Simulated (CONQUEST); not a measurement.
## Energy of HfC along an even scaling of the cell

System: HfC (Fm-3m, 4 atoms in the cell).
Method: Kohn-Sham DFT of a periodic cell, PBE, PseudoDojo NC PBE, no spin polarisation (CONQUEST 1.3).

The 7 runs differ only in the geometry, by an even scaling of the cell at fixed fractional positions. The structure derives from an entry of the Crystallography Open Database.

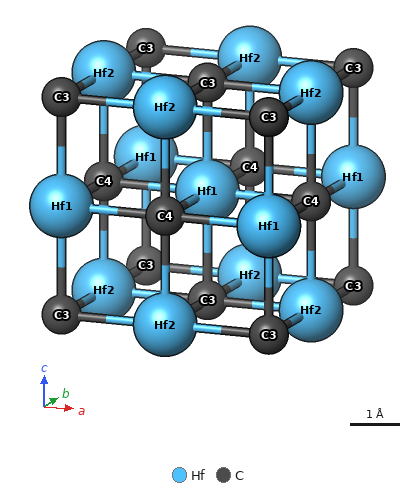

Figure 1. The structure of run 4 (ball-and-stick view of the cell 2 times as large as that of the calculation, set on its symmetry axes, seen slightly off an axis; atoms are numbered from 1 in the order of the input).

## Input of run 4
```
IO.Title HfC
IO.Coordinates coords.dat
IO.FractionalAtomicCoords T
IO.Iprint 2
IO.Iprint_init 1
General.NumberOfSpecies 2
General.PseudopotentialType hamann
AtomMove.TypeOfRun static
AtomMove.FullStress T
Grid.PointsAlongX 32
Grid.PointsAlongY 32
Grid.PointsAlongZ 48
DM.SolutionMethod diagon
Diag.MPMesh T
Diag.GammaCentred T
Diag.MPMeshX 7
Diag.MPMeshY 7
Diag.MPMeshZ 5
Diag.kT 0.00183747
minE.SCTolerance 1e-6
SC.MaxIters 100
IO.AtomChargeOutput T
%block ChemicalSpeciesLabel
1 178.490 Hf
2 12.010 C
%endblock
```

Command:
```bash
Conquest
```

Lattice vectors (Å) and fractional positions of run 4:
```
   3.288047    0.000000    0.000000
   0.000000    3.288047    0.000000
   0.000000    0.000000    4.650000
Hf  0.000000  0.000000  0.500000
Hf  0.500000  0.500000  0.000000
C   0.000000  0.000000  0.000000
C   0.500000  0.500000  0.500000
```

Run 3 has the same physical settings and fractional positions; its lattice vectors (Å) are:
```
   3.265978    0.000000    0.000000
   0.000000    3.265978    0.000000
   0.000000    0.000000    4.618791
```

## Results, with one run withheld

| run | volume per atom (Å³) | free energy per atom, from the lowest run given (meV) | pressure (GPa) |
| --- | --- | --- | --- |
| 1 | 11.814 | 44.24 | 18.03 |
| 2 | 12.065 | 20.72 | 12.37 |
| 3 | 12.317 | ? | ? |
| 4 | 12.568 | 0.00 | 1.11 |
| 5 | 12.819 | 1.47 | −3.10 |
| 6 | 13.071 | 9.62 | −7.70 |
| 7 | 13.322 | 25.03 | −11.65 |

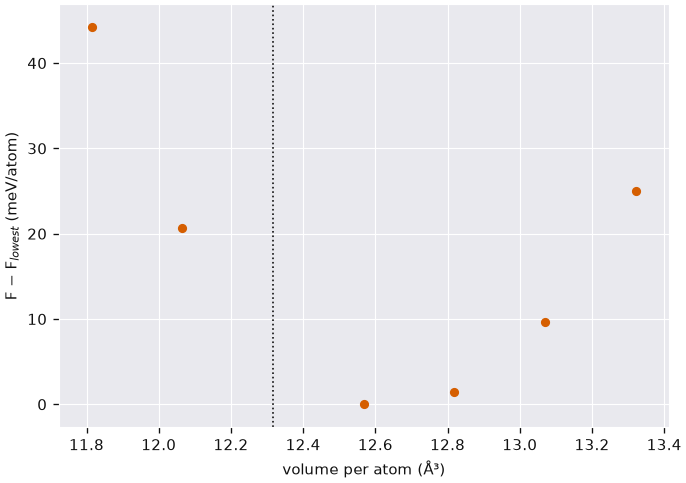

Figure 2. Free energy per atom of the runs given; the dotted line marks run 3.

Fit the runs given and predict run 3.

A cubic polynomial in V^(−2/3) (the Birch–Murnaghan form), fitted to the 6 runs given, misses them by at most 0.23 meV per atom. With x = V^(−2/3) − 0.18477 Å⁻², it reads F = −0.22847 + 678.59 x + 6.2491e+05 x² − 2.202e+06 x³ (meV per atom). At run 3 it gives 6.23 meV per atom, and the run itself gives 5.55. The slope of the fit gives a pressure −dF/dV of 6.57 GPa there, and the run prints 6.55 GPa. The fit has its minimum at 12.646 Å³ per atom, where V d²F/dV² gives 240 GPa: the bulk modulus at this level, since symmetry fixes the shape and the positions. So low a polynomial doesn't follow these energies more closely.

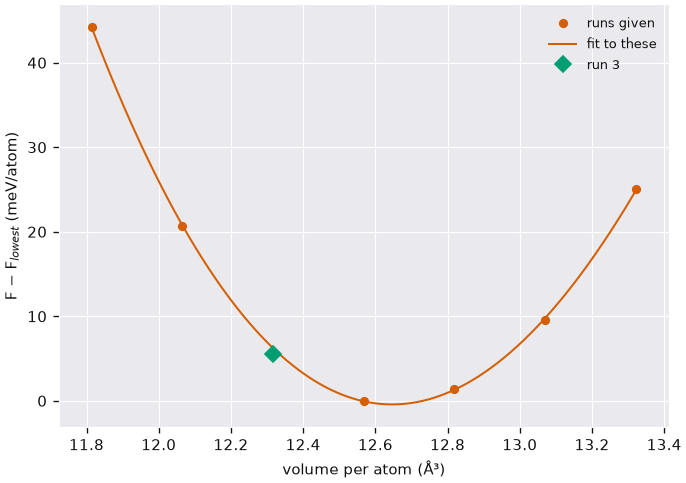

Figure 3. The fit and the withheld run.

## Some lines of the output (run 3)
```
[...]
          DFT Total Energy                 :      -124.978499824392586 Ha
          Free Energy (E-TS)               :      -124.979064579139731 Ha
          DFT Total Energy                 :      -124.978685666792614 Ha
          Free Energy (E-TS)               :      -124.978976232840452 Ha
          DFT Total Energy                 :      -124.978717311351161 Ha
          Free Energy (E-TS)               :      -124.978966094937121 Ha
          DFT Total Energy                 :      -124.978721859643102 Ha
          Free Energy (E-TS)               :      -124.978965516065102 Ha
          DFT Total Energy                 :      -124.978721369881967 Ha
          Free Energy (E-TS)               :      -124.978965633946274 Ha
          DFT Total Energy                 :      -124.978721494460700 Ha
      | Free Energy as E-TS      =      -124.978965633946274 Ha
      |* DFT total energy        =      -124.978721494460700 Ha
    force: Average pressure:      6.54634390 GPa
```

Notes: Spin–orbit coupling is left out, which matters for Hf. With a small basis of atomic orbitals these values can differ much from converged plane-wave results.
